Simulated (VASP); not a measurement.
## GW on BP

How does the gap of BP change from the starting functional to GW? The cell is of the zinc-blende type, one of the forms listed for this formula. The start is a cell from a database of measured crystal structures.

Method: PBE; plane waves and PAW (B_GW, P_GW), in the first sound run; inputs show where later runs differ, in VASP 6.6.1.

## (1) The structure

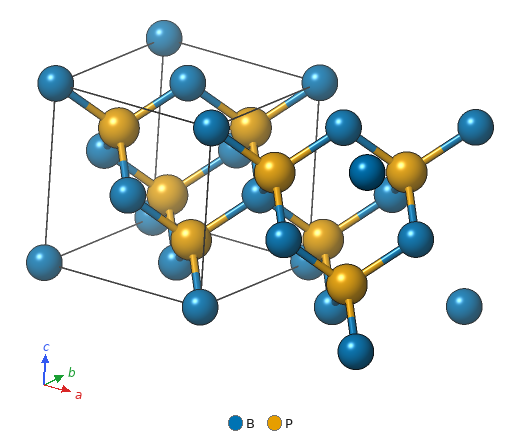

Start, viewed from a free direction; boron blue, phosphorus orange. 2×1×1 cells are drawn. This picture shows the conventional cell, with its axes. Bonds to atoms that aren't drawn are left out. Some periodic images of atoms are drawn too.

Structure file:

```cif
data_structure
_symmetry_space_group_name_H-M 'F-43m'
_symmetry_Int_Tables_number 216
_cell_length_a 4.5380
_cell_length_b 4.5380
_cell_length_c 4.5380
_cell_angle_alpha 90.000
_cell_angle_beta 90.000
_cell_angle_gamma 90.000
_cell_volume 93.45
loop_
_atom_site_label
_atom_site_type_symbol
_atom_site_symmetry_multiplicity
_atom_site_Wyckoff_symbol
_atom_site_fract_x
_atom_site_fract_y
_atom_site_fract_z
_atom_site_occupancy
B1 B 4 a 0.00000 0.00000 0.00000 1
P1 P 4 d 0.25000 0.25000 0.75000 1
```

## (2) Ground state

The orbitals come from a self-consistent PBE run with a tight EDIFF and a narrow smearing. KPOINTS_OPT adds the bands along a path, which shows whether the mesh holds the band edges.

Input file INCAR:

```
SYSTEM = BP
PREC = Accurate
ENCUT = 340
EDIFF = 1E-08
NELM = 100
ISMEAR = 0
SIGMA = 0.01
LREAL = .FALSE.
ALGO = Normal
GGA = PE
NBANDS = 10
LORBIT = 11
LWAVE = .TRUE.
LCHARG = .FALSE.
KPAR = 8
```

Input file POSCAR:

```
BP
1.0
    0.0000000000      2.2690000000      2.2690000000
    2.2690000000      0.0000000000      2.2690000000
    2.2690000000      2.2690000000      0.0000000000
B P
1 1
Direct
    0.0000000000      0.0000000000      0.0000000000
    0.2500000000      0.2500000000      0.2500000000
```

Input file KPOINTS:

```
Automatic mesh
0
Gamma
6 6 6
0 0 0
```

Input file KPOINTS_OPT:

```
Line mode
12
Line-mode
Reciprocal
  0.00000000   0.00000000   0.00000000 GAMMA
  0.50000000   0.00000000   0.50000000 X

  0.50000000   0.00000000   0.50000000 X
  0.50000000   0.25000000   0.75000000 W

  0.50000000   0.25000000   0.75000000 W
  0.37500000   0.37500000   0.75000000 K

  0.37500000   0.37500000   0.75000000 K
  0.00000000   0.00000000   0.00000000 GAMMA

  0.00000000   0.00000000   0.00000000 GAMMA
  0.50000000   0.50000000   0.50000000 L

  0.50000000   0.50000000   0.50000000 L
  0.62500000   0.25000000   0.62500000 U

  0.62500000   0.25000000   0.62500000 U
  0.50000000   0.25000000   0.75000000 W

  0.50000000   0.25000000   0.75000000 W
  0.50000000   0.50000000   0.50000000 L

  0.50000000   0.50000000   0.50000000 L
  0.37500000   0.37500000   0.75000000 K

  0.62500000   0.25000000   0.62500000 U
  0.50000000   0.00000000   0.50000000 X
```

PAW data sets: B_GW and P_GW (PBE family, release 64).

On the command line:

```
$ mpirun -np 8 vasp_std
```

Output:

```text
[banner, memory and clock lines left out]
running    8 mpi-ranks, on    1 nodes
 distrk:  each k-point on    1 cores,    8 groups
 distr:  one band on    1 cores,    1 groups

 POSCAR found type information on POSCAR B P
 POSCAR found :  2 types and       2 ions
|                                                                             |
|           W    W    AA    RRRRR   N    N  II  N    N   GGGG   !!!           |
|           W    W   A  A   R    R  NN   N  II  NN   N  G    G  !!!           |
|           W    W  A    A  R    R  N N  N  II  N N  N  G       !!!           |
|           W WW W  AAAAAA  RRRRR   N  N N  II  N  N N  G  GGG   !            |
|           WW  WW  A    A  R   R   N   NN  II  N   NN  G    G                |
|           W    W  A    A  R    R  N    N  II  N    N   GGGG   !!!           |
|                                                                             |
|     For optimal performance we recommend to set                             |
|       NCORE = 2 up to number-of-cores-per-socket                            |
|     NCORE specifies how many cores store one orbital (NPAR=cpu/NCORE).      |
|     This setting can greatly improve the performance of VASP for DFT.       |
|     The default, NCORE=1 might be grossly inefficient on modern             |
|     multi-core architectures or massively parallel machines. Do your        |
|     Unfortunately you need to use the default for GW and RPA                |
|     calculations (for HF NCORE is supported but not extensively tested      |
|     yet).                                                                   |
|                                                                             |

 LDA part: xc-table for (Slater+PW92), standard interpolation
 POSCAR, INCAR and KPOINTS ok, starting setup
 FFT: planning ... GRIDC
 FFT: planning ... GRID_SOFT
 FFT: planning ... GRID
 WAVECAR not read
 entering main loop
       N       E                     dE             d eps       ncg     rms          rms(c)
DAV:   1     0.854161165107E+01    0.85416E+01   -0.34660E+03   320   0.596E+02
DAV:   2    -0.129403694284E+02   -0.21482E+02   -0.20231E+02   532   0.125E+02
DAV:   3    -0.136149060546E+02   -0.67454E+00   -0.67326E+00   406   0.184E+01
DAV:   4    -0.136225180570E+02   -0.76120E-02   -0.76101E-02   496   0.247E+00
DAV:   5    -0.136225884257E+02   -0.70369E-04   -0.70367E-04   410   0.167E-01    0.450E+00
DAV:   6    -0.129868431306E+02    0.63575E+00   -0.15682E+00   498   0.706E+00    0.205E+00
DAV:   7    -0.128956849550E+02    0.91158E-01   -0.21494E-01   478   0.270E+00    0.784E-01
DAV:   8    -0.128859883688E+02    0.96966E-02   -0.29677E-02   414   0.106E+00    0.916E-02
DAV:   9    -0.128863412957E+02   -0.35293E-03   -0.73286E-04   410   0.200E-01    0.468E-02
DAV:  10    -0.128864924839E+02   -0.15119E-03   -0.21861E-04   382   0.111E-01    0.114E-02
DAV:  11    -0.128864929768E+02   -0.49290E-06   -0.14832E-05   478   0.245E-02    0.409E-03
DAV:  12    -0.128864940058E+02   -0.10290E-05   -0.18600E-06   390   0.113E-02    0.711E-04
DAV:  13    -0.128864938657E+02    0.14007E-06   -0.71177E-08   438   0.174E-03    0.263E-04
DAV:  14    -0.128864938636E+02    0.20586E-08   -0.71815E-09   316   0.598E-04
   1 F= -.12886494E+02 E0= -.12886494E+02  d E =-.303288E-26
 Start KPOINTS_OPT (optional k-point list driver)
k-point batch [1-16\120]
       N       E                     dE             ncg
DAV:   1     0.522723520604E+03   -0.23812E+04      320
DAV:   2     0.166171846061E+03   -0.35655E+03      568
DAV:   3     0.157870447117E+03   -0.83014E+01      424
DAV:   4     0.157808485096E+03   -0.61962E-01      490
DAV:   5     0.157807929274E+03   -0.55582E-03      428
DAV:   6     0.157807924079E+03   -0.51957E-05      500
DAV:   7     0.157807923963E+03   -0.11506E-06      448
DAV:   8     0.157807923963E+03   -0.12625E-09      480
[...]
k-point batch [113-120\120]
       N       E                     dE             ncg
DAV:   1     0.255609580504E+04   -0.21508E+04      160
DAV:   2     0.241276258954E+04   -0.14333E+03      304
DAV:   3     0.241033627110E+04   -0.24263E+01      216
DAV:   4     0.241031697720E+04   -0.19294E-01      278
DAV:   5     0.241031691183E+04   -0.65366E-04      212
DAV:   6     0.241031691097E+04   -0.86117E-06      274
DAV:   7     0.241031691097E+04   -0.61846E-09      210
 writing wavefunctions
```

Wall time 6.6 s (8 MPI ranks of Intel Xeon Platinum 8488C (Sapphire Rapids), shared host); peak memory 0.92 GiB; 17 s of CPU time.

Lines that name or quote the potential files are left out of all logs, and their timing lines are given in words.

OUTCAR, selected parts (step 2):

```text
ion  position               nearest neighbor table
   1  0.000  0.000  0.000-   2 1.97   2 1.97   2 1.97   2 1.97
   2  0.250  0.250  0.250-   1 1.97   1 1.97   1 1.97   1 1.97

  LATTYP: Found a face centered cubic cell.
 ALAT       =     4.5380000000

 Subroutine GETGRP returns: Found 24 space group operations
 (whereof 24 operations were pure point group operations)

The static configuration has the point symmetry T_d .

 Found     16 irreducible k-points:

   k-points           NKPTS =     16   k-points in BZ     NKDIM =     16   number of bands    NBANDS=     10

   dimension x,y,z NGX =    20 NGY =   20 NGZ =   20
   dimension x,y,z NGXF=    40 NGYF=   40 NGZF=   40

   ENCUT  =  340.0 eV  24.99 Ry    5.00 a.u.   4.82  4.82  4.82*2*pi/ulx,y,z

   NELECT =       8.0000    total number of electrons

 k-points in reciprocal lattice and weights: Automatic mesh
   0.00000000  0.00000000  0.00000000       0.005
   0.16666667  0.00000000  0.00000000       0.037
   0.33333333  0.00000000  0.00000000       0.037
   0.50000000  0.00000000  0.00000000       0.019
   0.16666667  0.16666667  0.00000000       0.028
   0.33333333  0.16666667  0.00000000       0.111
   0.50000000  0.16666667  0.00000000       0.111
  -0.33333333  0.16666667  0.00000000       0.111
  -0.16666667  0.16666667  0.00000000       0.056
[...]
-0.33333333  0.33333333  0.16666667       0.111
  -0.33333333  0.50000000  0.16666667       0.056

 average (electrostatic) potential at core
       1 -25.0907       2 -72.7025

 E-fermi :   7.2114

 k-point     1 :       0.0000    0.0000    0.0000
  band No.  band energies     occupation
      1      -8.3243      2.00000
      2       7.1395      2.00000
      3       7.1395      2.00000
      4       7.1395      2.00000
      5      10.5408      0.00000
      6      10.5408      0.00000
      7      10.5408      0.00000
      8      14.5124      0.00000
      9      18.6606      0.00000
    ...

 k-point     2 :       0.1667    0.0000    0.0000
  band No.  band energies     occupation
      1      -7.8264      2.00000
      2       4.3046      2.00000
      3       6.4757      2.00000
      4       6.4757      2.00000
      5      11.1567      0.00000
      6      11.4438      0.00000
      7      11.4438      0.00000
      8      15.8049      0.00000
      9      18.0116      0.00000
    ...

 k-point     3 :       0.3333    0.0000    0.0000
  band No.  band energies     occupation
      1      -6.4090      2.00000
      2       0.4080      2.00000
      3       5.6732      2.00000
      4       5.6732      2.00000
      5      11.0303      0.00000
      6      11.9922      0.00000
      7      11.9922      0.00000
      8      17.2556      0.00000
      9      18.9582      0.00000
    ...

  Total        0.0918839      0.0918839      0.0918839      0.0000000      0.0000000     -0.0000000
  in kB        6.3011022      6.3011022      6.3011022      0.0000000      0.0000000     -0.0000000
  external PRESSURE =       6.3011022 kB  Pullay stress =       0.0000000 kB

  energy-cutoff  :      340.00
  volume of cell :       23.36
      direct lattice vectors                 reciprocal lattice vectors
     0.000000000  2.269000000  2.269000000    -0.220361393  0.220361393  0.220361393
     2.269000000  0.000000000  2.269000000     0.220361393 -0.220361393  0.220361393
     2.269000000  2.269000000  0.000000000     0.220361393  0.220361393 -0.220361393

 POSITION                                       TOTAL-FORCE (eV/Angst)
 -----------------------------------------------------------------------------------
      0.00000      0.00000      0.00000         0.000000      0.000000     -0.000000
      1.13450      1.13450      1.13450        -0.000000     -0.000000      0.000000
 -----------------------------------------------------------------------------------
    total drift:                               -0.000000     -0.000000     -0.000000

  FREE ENERGIE OF THE ION-ELECTRON SYSTEM (eV)
  ---------------------------------------------------
  free  energy   TOTEN  =       -12.8864938636 eV

  energy  without entropy=      -12.8864938636  energy(sigma->0) =      -12.88649386

 total charge
# of ion       s       p       d       tot
------------------------------------------
    1        0.640   1.207   0.000   1.847
    2        1.085   1.778   0.145   3.008
--------------------------------------------------
tot          1.725   2.985   0.145   4.855

[... 3 further parts left out ...]
```

This step gave:

```
free energy (TOTEN)               : -12.89 eV
Fermi energy                      : 7.211 eV
pressure                          : 0.6301 GPa
least gap on mesh and path        : 1.235 eV
least direct gap on mesh and path : 3.401 eV
```

The highest empty bands on the path are converged less tightly, to about 0.1 eV. Electronic bands along the path, in eV, zero at the valence-band top; v1 is the highest filled band, c1 the lowest empty one:

| point | v3 | v2 | v1 | c1 | c2 | c3 | c4 |
| --- | --- | --- | --- | --- | --- | --- | --- |
| Γ | 0.00 | 0.00 | 0.00 | 3.40 | 3.40 | 3.40 | 7.37 |
| X | -8.59 | -4.11 | -4.11 | 1.33 | 1.66 | 12.08 | 12.08 |
| W | -8.06 | -5.67 | -5.47 | 5.33 | 6.76 | 7.24 | 7.44 |
| K | -8.17 | -6.22 | -3.50 | 2.14 | 6.00 | 9.71 | 10.60 |
| Γ | 0.00 | 0.00 | 0.00 | 3.40 | 3.40 | 3.40 | 7.37 |
| L | -9.04 | -1.76 | -1.76 | 3.77 | 4.71 | 4.71 | 10.14 |
| U | -8.17 | -6.22 | -3.50 | 2.14 | 6.00 | 9.71 | 10.60 |
| W | -8.06 | -5.67 | -5.47 | 5.33 | 6.76 | 7.24 | 7.44 |
| L | -9.04 | -1.76 | -1.76 | 3.77 | 4.71 | 4.71 | 10.14 |
| K | -8.17 | -6.22 | -3.50 | 2.14 | 6.00 | 9.71 | 10.60 |
| jump to U | -8.17 | -6.22 | -3.50 | 2.14 | 6.00 | 9.71 | 10.60 |
| X | -8.59 | -4.11 | -4.11 | 1.33 | 1.66 | 12.08 | 12.08 |

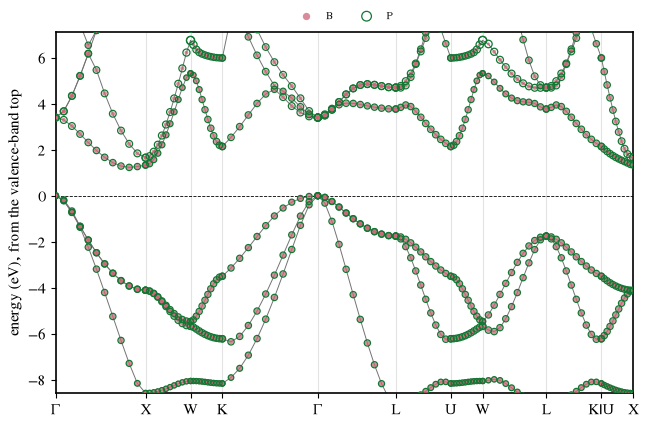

Electronic bands along the path; dots are coloured as in the legend, and their area grows with the weight.

The cell has a gap of 1.23 eV on mesh and path.

## (3) Empty bands

The next step needs empty bands that the ground-state run didn't converge, so the Hamiltonian is diagonalised exactly for NBANDS bands, in a single step. LOPTICS writes the k-derivatives of the orbitals (WAVEDER), which give the long-wavelength limit of the screening.

Input file INCAR:

```
SYSTEM = BP
PREC = Accurate
ENCUT = 340
ISMEAR = 0
SIGMA = 0.01
LREAL = .FALSE.
GGA = PE
NBANDS = 56
ALGO = Exact
NELM = 1
LWAVE = .TRUE.
LCHARG = .FALSE.
LOPTICS = .TRUE.
NEDOS = 1000
CSHIFT = 0.1
```

POSCAR is that of step 2.

KPOINTS is that of step 2.

On the command line:

```
$ mpirun -np 8 vasp_std
```

Output:

```text
[banner, memory and clock lines left out]
running    8 mpi-ranks, on    1 nodes
 distrk:  each k-point on    8 cores,    1 groups
 distr:  one band on    1 cores,    8 groups

 POSCAR found type information on POSCAR B P
 POSCAR found :  2 types and       2 ions
 [... a notice as in an earlier step ...]

 LDA part: xc-table for (Slater+PW92), standard interpolation
 found WAVECAR, reading the header
  number of bands has changed, file:    10 present:    56
  trying to continue reading WAVECAR, but it might fail
 POSCAR, INCAR and KPOINTS ok, starting setup
 FFT: planning ... GRIDC
 FFT: planning ... GRID_SOFT
 FFT: planning ... GRID
 reading WAVECAR
 random initialization beyond band           10
 the WAVECAR file was read successfully
 initial charge from wavefunction
 entering main loop
       N       E                     dE             d eps       ncg     rms          rms(c)
DIA:   1    -0.128864938521E+02   -0.12886E+02    0.00000E+00     0   0.000E+00
   1 F= -.12886494E+02 E0= -.12886494E+02  d E =-.329393E-11
 writing wavefunctions
 optical routines
 imaginary and real dielectric function
 recalculating local potential from charge density
 direction            1
 direction            2
 direction            3
```

Elapsed: 5.6 s, on 8 MPI ranks; peak memory 0.84 GiB; 10 s of CPU time.

Parts of OUTCAR (step 3):

```text
The static configuration has the point symmetry T_d .

 Found     16 irreducible k-points:

   k-points           NKPTS =     16   k-points in BZ     NKDIM =     16   number of bands    NBANDS=     56

   NELECT =       8.0000    total number of electrons

 E-fermi :   7.1807

  Total        0.0919451      0.0919451      0.0919451      0.0000000      0.0000000      0.0000000
  in kB        6.3053018      6.3053018      6.3053018      0.0000000      0.0000000      0.0000000
  external PRESSURE =       6.3053018 kB  Pullay stress =       0.0000000 kB

 POSITION                                       TOTAL-FORCE (eV/Angst)
 -----------------------------------------------------------------------------------
      0.00000      0.00000      0.00000         0.000000      0.000000      0.000000
      1.13450      1.13450      1.13450        -0.000000     -0.000000     -0.000000
 -----------------------------------------------------------------------------------
    total drift:                               -0.000000     -0.000000     -0.000000

  FREE ENERGIE OF THE ION-ELECTRON SYSTEM (eV)
  ---------------------------------------------------
  free  energy   TOTEN  =       -12.8864938521 eV

  energy  without entropy=      -12.8864938521  energy(sigma->0) =      -12.88649385

 plasma frequency squared (from intraband transitions) (eV^2)
  --------------------------------------------------------------------------------------
       0.000       0.000       0.000
       0.000       0.000       0.000
       0.000       0.000       0.000

[... 13 parts as in an earlier step ...]

[... 1 further part left out ...]
```

WAVECAR now holds 56 bands for 8 electrons. Its independent-particle dielectric tensor has xx, yy, zz = 10.7, 10.7, 10.7 on this mesh, which isn't tested for convergence in mesh or bands and lacks local fields.

(Part 1 of 4 ends here.)

[Lines on the potential files, build, host, timing and source positions are cut from VASP's logs without a mark.]

[Logs are printed without paths, hosts, clocks, repeated set-up lines and the standing remarks that a program may print on its own settings, such as how far it seeks lower states.]

[Hosts, paths, dates, database ids (printed as entryN), source tags and the programs' standing remarks are cut or masked in the printed files.]

[Pressures printed for these runs are not shown converged in the cutoff: they can be off by several GPa and have the wrong sign.]
